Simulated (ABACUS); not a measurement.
## P: 7 runs along one coordinate

System: P (2 atoms in the cell).
Method: Kohn-Sham DFT of a periodic cell, PBE, PseudoDojo NC SR 0.4.1 PBE standard, no spin polarisation (ABACUS 3.10.1).

The 7 runs differ only in the geometry, by an even scaling of the cell at fixed fractional positions. The structure derives from a Materials Project entry.

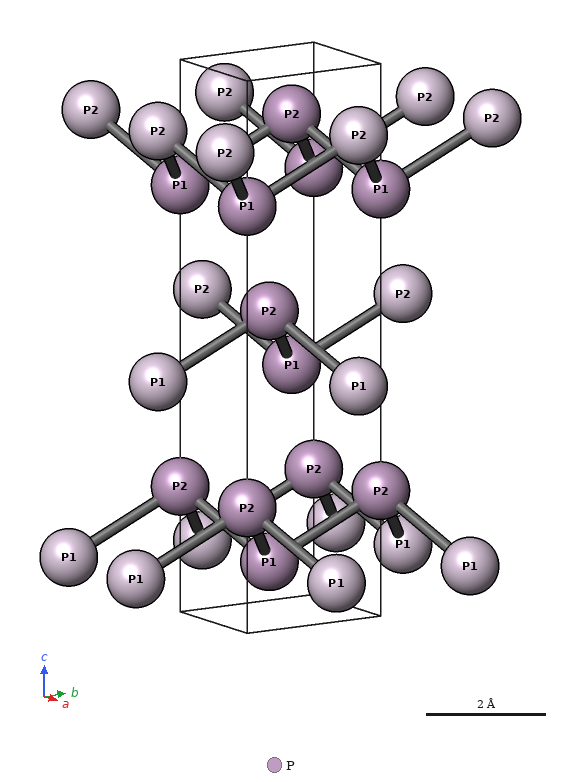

Figure 1. The structure of run 4 (ball-and-stick view of the cell 3 times as large as that of the calculation, set on its symmetry axes, seen slightly off an axis; neighbours outside the cell are drawn fainter; atoms are numbered from 1 in the order of the input).

### Input file of run 4
```
INPUT_PARAMETERS
suffix              P
calculation         scf
basis_type          pw
pseudo_dir          ./
symmetry            1
dft_functional      pbe
ecutwfc             44
pseudo_rcut         10
nspin               1
nbands              9
ks_solver           dav
smearing_method     fd
smearing_sigma      0.00367493
scf_thr             1e-08
scf_nmax            100
mixing_type         broyden
mixing_beta         0.7
cal_force           1
cal_stress          1
kpar                4
```

### File STRU of run 4
```
ATOMIC_SPECIES
P 30.9738 P.upf

LATTICE_CONSTANT
1.8897261246

LATTICE_VECTORS
1.7257251780 0.9963478961 3.1296800121
-1.7257251780 0.9963478961 3.1296800121
0.0000000000 -1.9926957921 3.1296800121

ATOMIC_POSITIONS
Direct

P
0.0
2
0.7729197500 0.7729197500 0.7729197500 1 1 1
0.2270802500 0.2270802500 0.2270802500 1 1 1
```

### File KPT of run 4
```
K_POINTS
0
Gamma
9 9 9 0 0 0
```

Command:
```bash
OMP_NUM_THREADS=1 mpirun -np 4 abacus > log
```

Lattice vectors (Å) and fractional positions of run 4:
```
   1.725725    0.996348    3.129680
  -1.725725    0.996348    3.129680
   0.000000   -1.992696    3.129680
P   0.772920  0.772920  0.772920
P   0.227080  0.227080  0.227080
```

Run 5 differs from it as follows:
```diff
-1.7257251780 0.9963478961 3.1296800121
--1.7257251780 0.9963478961 3.1296800121
-0.0000000000 -1.9926957921 3.1296800121
+1.7371541546 1.0029464188 3.1504069738
+-1.7371541546 1.0029464188 3.1504069738
+0.0000000000 -2.0058928376 3.1504069738
```

### Results, with one run withheld

| run | volume per atom (Å³) | free energy per atom, from the lowest run given (meV) | pressure (GPa) |
| --- | --- | --- | --- |
| 1 | 15.175 | 30.33 | 8.28 |
| 2 | 15.498 | 16.12 | 5.88 |
| 3 | 15.821 | 6.42 | 3.76 |
| 4 | 16.144 | 0.76 | 1.90 |
| 5 | 16.467 | ? | ? |
| 6 | 16.789 | 0.00 | −1.47 |
| 7 | 17.112 | 4.50 | −2.98 |

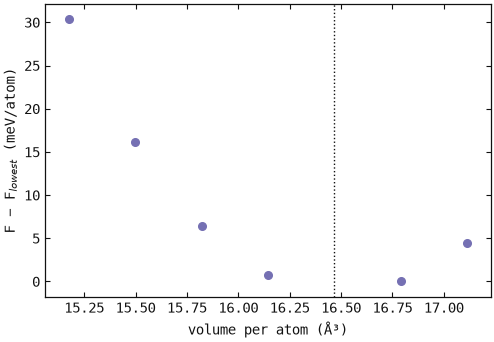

Figure 2. Free energy per atom of the runs given; the dotted line marks run 5.

Estimate the energy of run 5 from the others.

A cubic polynomial in V^(−2/3) (the Birch–Murnaghan form), fitted to the 6 runs given, misses them by at most 0.05 meV per atom. With x = V^(−2/3) − 0.15706 Å⁻², it reads F = 1.7449 + 2236.3 x + 4.0717e+05 x² − 5.9604e+05 x³ (meV per atom). At run 5 it gives −1.30 meV per atom, and the run itself gives −1.32. The slope of the fit gives a pressure −dF/dV of 0.14 GPa there, and the run prints 0.17 GPa. The fit has its minimum at 16.494 Å³ per atom, where V d²F/dV² gives 84.7 GPa. Cell shape and fractional positions are held, so this is the stiffness under even scaling; the relaxed bulk modulus wasn't computed.

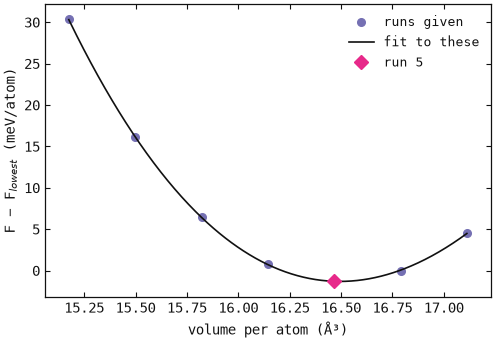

Figure 3. The fit and the withheld run.

### Some lines of the output (run 5)
```
[...]
                          Volume (Bohr^3) = 222.244
                             Volume (A^3) = 32.9332
 E_Fermi        0.7222698675         9.8269856913
 E_Fermi        0.7290062606         9.9186390212
 E_Fermi        0.7322045546         9.9621540446
 E_Fermi        0.7322083347         9.9622054747
 E_Fermi        0.7322146300         9.9622911273
 E_KS(sigma->0) -27.6927318648       -376.7789465473
 E_Fermi        0.7322219645         9.9623909186
 final etot is -376.77998943 eV
 EFERMI = 9.9623909186 eV
 TOTAL-PRESSURE: 1.712493 KBAR
 !FINAL_ETOT_IS -376.7799894342820153 eV
```
